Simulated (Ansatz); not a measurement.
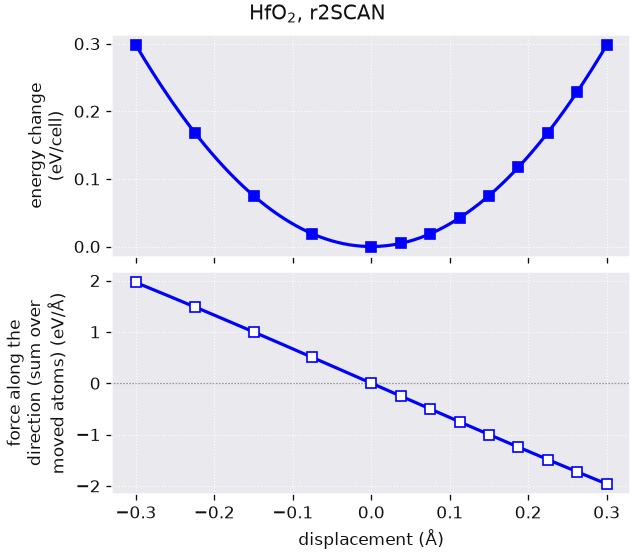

The plot gives the computed energy change and force along the direction (sum over moved atoms) against displacement for HfO₂, space group P4_2/mnm (No. 136).

Starting cell:
```yaml
crystal:
  lattice:
    - [4.81353, 0.00000, 0.00000]
    - [0.00000, 4.81353, 0.00000]
    - [0.00000, 0.00000, 3.20542]
  atoms:
    - { symbol: Hf, position: [0.00000, 0.00000, 0.00000] }
    - { symbol: Hf, position: [0.50000, 0.50000, 0.50000] }
    - { symbol: O, position: [0.19496, 0.80504, 0.50000] }
    - { symbol: O, position: [0.30504, 0.30504, 0.00000] }
    - { symbol: O, position: [0.69496, 0.69496, 0.00000] }
    - { symbol: O, position: [0.80504, 0.19496, 0.50000] }
```

How it was computed, with Ansatz 0.2.0: one atom of a crystal moved along a line, all else fixed, by plane-wave density functional theory with PAW datasets, free energies less that of the undisturbed cell; scalar-relativistic. Level: r2SCAN, no spin polarisation.

```json
{"setting": "wave cutoff", "value": "500 eV"}
{"setting": "k mesh", "value": "6×6×8"}
{"setting": "occupations", "value": "Gaussian"}
{"setting": "smearing width", "value": "0.05 eV"}
{"setting": "k shift", "value": "(0, 0, 0) (mesh steps)"}
{"setting": "start", "value": "as given"}
{"setting": "moved atom", "value": "3"}
{"setting": "direction", "value": "(0.5774, 0.5774, 0.5774) (Cartesian unit vector)"}
```

The points at displacement −0.225, −0.075, 0.15 and 0.3 follow from computed ones by symmetry.

Is the given structure stable along this path?

Answer. Yes: the energy rises on both sides of the starting structure, which is therefore a minimum along this path.

What does the force along the direction (sum over moved atoms) do across the range?

Answer. It falls from 1.96 eV/Å at displacement −0.3000 Å to −1.96 eV/Å at 0.3000 Å, and changes sign near 0.000 Å.

What does the calculation give for the harmonic force constant k (E = k x²/2 near the start)?

Answer. 6.71 eV/Å².

Keep in mind: reference crystal is not relaxed.
